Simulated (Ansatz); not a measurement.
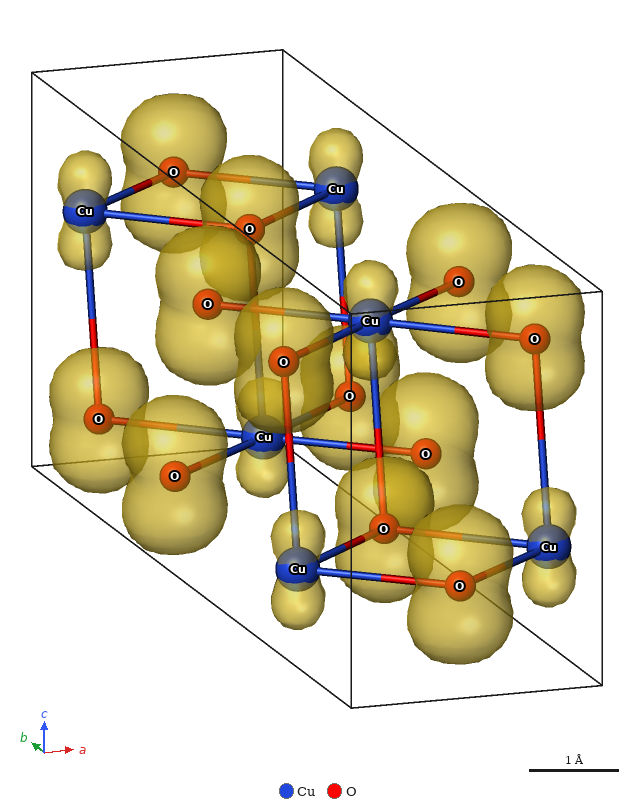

The picture shows: CuO₂. Isosurface of the spin density at +0.08 e/Å³ (yellow), seen slightly off an axis. Sticks mark near contacts.

Space group Cmcm; a structure from a database of computed crystals, not necessarily the ambient phase; not relaxed (largest force 1.5 eV/Å); computed pressure about −15 GPa in this cell; Hubbard U of 4 eV on Cu d only; spin-polarised.

Method: DFT PBE+U, scalar-relativistic, plane waves, PAW in Ansatz.

Core electrons are frozen (PAW), and the valence fields are smoothed inside the atomic spheres.

```
Cu O
1.0
     2.98548    0.00000    0.00000
     0.00000   11.01262    0.00000
     0.00000    0.00000    4.58979
Cu O
4 8
Direct
  0.00000 0.16725 0.25000
  0.50000 0.66725 0.25000
  0.00000 0.83275 0.75000
  0.50000 0.33275 0.75000
  0.00000 0.55149 0.25000
  0.50000 0.05149 0.25000
  0.00000 0.44851 0.75000
  0.50000 0.94851 0.75000
  0.00000 0.78897 0.25000
  0.50000 0.28897 0.25000
  0.00000 0.21103 0.75000
  0.50000 0.71103 0.75000
```

Question: Where is the spin, and how is it ordered?

Answer: The spin density sits on O: +0.5 μB (×4) and +0.4 μB (×4) in one cell of 12 atoms: parallel main moments (a ferromagnetic arrangement) in this solution. The cell of the calculation (6 atoms) carries 2.0 μB of net spin moment.
